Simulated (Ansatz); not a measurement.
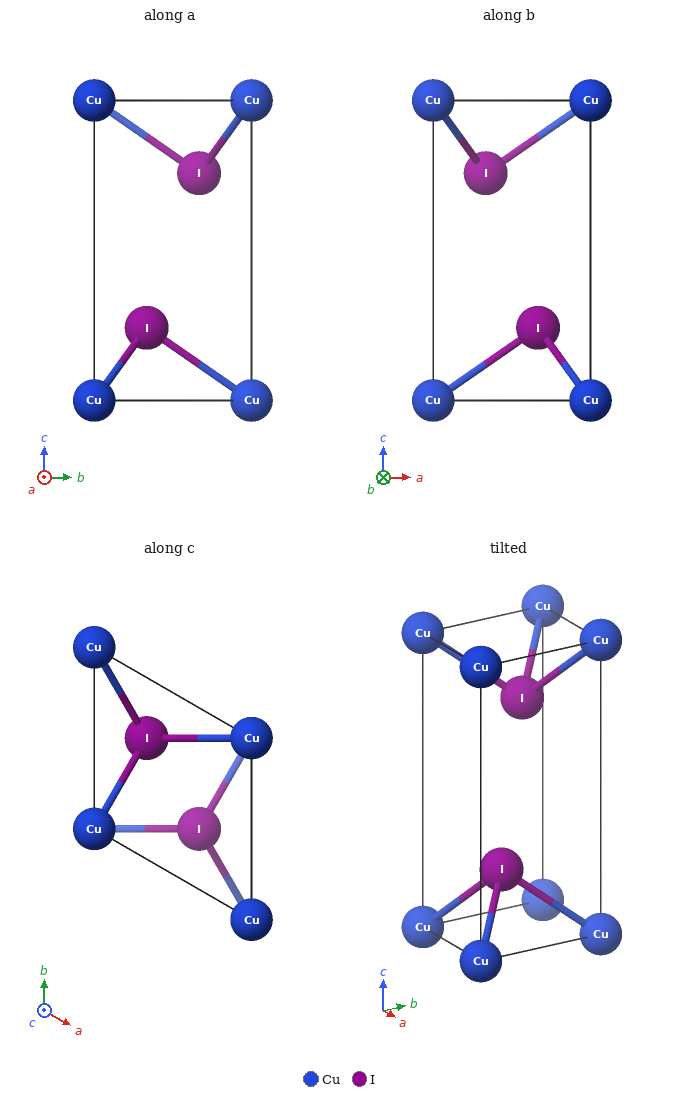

Ball-and-stick representation of a periodic structure, projected along the a axis, along the b axis, along the c axis and slightly off an axis. The lines enclose the conventional unit cell; boundary atoms appear with their images.

Lattice parameters: a = 4.0870 Å, b = 4.0870 Å, c = 6.7518 Å, α = 90.000°, β = 90.000°, γ = 120.000°.

### Reconstruct the structure as a CIF with its space group and independent sites, with free fractional coordinates to two decimals.

```cif
data_structure
_symmetry_space_group_name_H-M 'P -3 m 1'
_symmetry_Int_Tables_number 164
_cell_length_a 4.0870
_cell_length_b 4.0870
_cell_length_c 6.7518
_cell_angle_alpha 90.000
_cell_angle_beta 90.000
_cell_angle_gamma 120.000
_cell_volume 97.67
loop_
_atom_site_label
_atom_site_type_symbol
_atom_site_symmetry_multiplicity
_atom_site_Wyckoff_symbol
_atom_site_fract_x
_atom_site_fract_y
_atom_site_fract_z
_atom_site_occupancy
Cu1 Cu 1 a 0.00 0.00 0.00 1
I1 I 2 d 0.3333 0.6667 0.76 1
```

Note that this is a generated cell, made by putting these elements into a known structure type (the compound may or may not exist in this form), and that it hasn't been relaxed. It was run through Ansatz as a DFT input.
